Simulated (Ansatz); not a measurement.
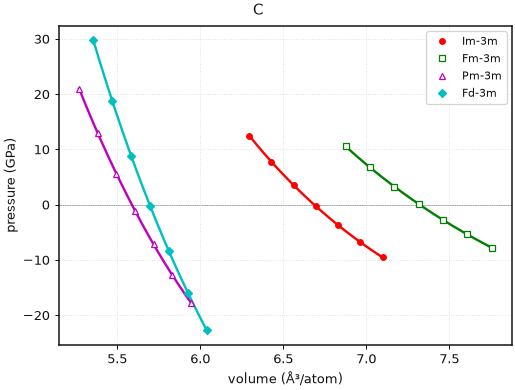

Pressure against volume, with one curve for each structure, for C.

Settings that differ: Im-3m: k mesh 64×64×64, atoms in cell 1, lattice centring body-centred primitive, space group number 229, structure type bcc; Fm-3m: k mesh 61×61×61, atoms in cell 1, lattice centring face-centred primitive, space group number 225, structure type fcc; Pm-3m: k mesh 31×31×31, atoms in cell 1, lattice centring simple cubic, space group number 221, structure type simple cubic; Fd-3m: k mesh 26×26×26, atoms in cell 2, lattice centring face-centred primitive, space group number 227, structure type diamond.

The fitted equilibrium volumes, smallest first, are Pm-3m 5.588, Fd-3m 5.695, Im-3m 6.686, Fm-3m 7.322 Å³/atom. The fitted bulk moduli, smallest first, are Fm-3m 150, Im-3m 182, Pm-3m 323, Fd-3m 433 GPa. For Im-3m, the pressure falls from 12.5 GPa at volume 6.2947 Å³/atom to −9.5 GPa at 7.0983 Å³/atom, and changes sign near 6.69 Å³/atom. For Fm-3m, the pressure falls from 10.6 GPa at volume 6.8761 Å³/atom to −7.8 GPa at 7.7540 Å³/atom, and changes sign near 7.32 Å³/atom. For Pm-3m, the pressure falls from 21.0 GPa at volume 5.2707 Å³/atom to −17.7 GPa at 5.9436 Å³/atom, and changes sign near 5.59 Å³/atom.

Computed with Ansatz 0.2.0 development build: equation of state of a cubic crystal from periodic Kohn-Sham density functional theory without spin, third-order Birch-Murnaghan fit to the free energies; pressure corrected for the finite basis. Level: PBE.

```tsv
setting	value
occupation method	Fermi–Dirac
occupation width	0.06123 eV
wave cutoff	420 eV
datasets	soft-1 PAW
density tolerance	1e-07 eV
density cutoff ratio	4
search for lower states	default
```

Note: cubic model structure, not the ambient form (Im-3m, Fm-3m, Pm-3m); modest k-mesh, values are not fully converged in k (Pm-3m).

Input of one of the runs behind the figure:
```
crystal:
  lattice:
    - [1.740298953345, 0.0, 0.0]
    - [0.0, 1.740298953345, 0.0]
    - [0.0, 0.0, 1.740298953345]
  atoms:
    - { symbol: C, position: [0, 0, 0] }
kpoints:
  mp_grid: { grid: [31, 31, 31] }
hamiltonian:
  xc: pbe
  pseudopotentials: { kind: paw }
scf:
  occupations: { method: fermi_dirac, width: 0.061225619053 }
output:
  forces: true
  stress: true
```

Launched with:
```bash
ansatz run input.yaml --threads 1
```
